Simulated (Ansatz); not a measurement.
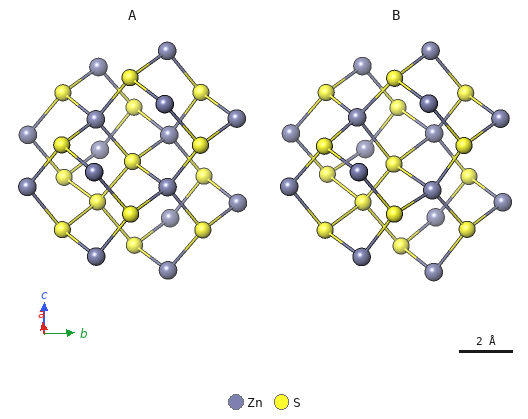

Two geometries of a defect cell of composition Zn$_{31}$S$_{33}$ (cell charge +3), drawn at one scale. One is the start of a relaxation, the other its converged end. A ball-and-stick model of the atoms within 5.0 Å of the atom that moves most (axes of the cell of the calculation (origin shifted)), seen from a free direction.

All numbers below come from Ansatz, DFT, PBEsol, PAW, plane waves. (plane-wave cutoff 420 eV; k-point mesh 1 × 1 × 1; mesh shifted by (0.25, 0.25, 0.25); collinear spin; atoms relaxed in a fixed cell; force threshold 0.03 eV/Å; at most 80 steps)

Question: Which one is relaxed?

Answer: Structure B is the relaxed one. After 4 geometry steps the energy has fallen by 0.680 eV per cell of the calculation. The largest force component goes from 0.76 to 0.015 eV/Å. An S atom moves most: 0.16 Å along [−1 −1 −1]. Largest moves by element: S 0.16 Å, Zn 0.15 Å. The lattice vectors keep their values. Near-neighbour distances that change, for instance: S–S 2.298 → 2.105 Å, S–Zn 2.338 → 2.527 Å, S–S 2.278 → 2.435 Å, S–S 2.350 → 2.460 Å. Among the angles between lasting bonds that change: S–Zn–S 108.2° → 114.9°, S–Zn–S 109.8° → 114.9°, S–Zn–S 109.8° → 105.1°. Cost: 12 s on 1 × NVIDIA GB300 Max-Q with 8 threads of Arm Neoverse-V2, peak memory 2 GiB.

Limits of the set-up: the cell is charged, on a uniform background, and energies carry no finite-size correction.
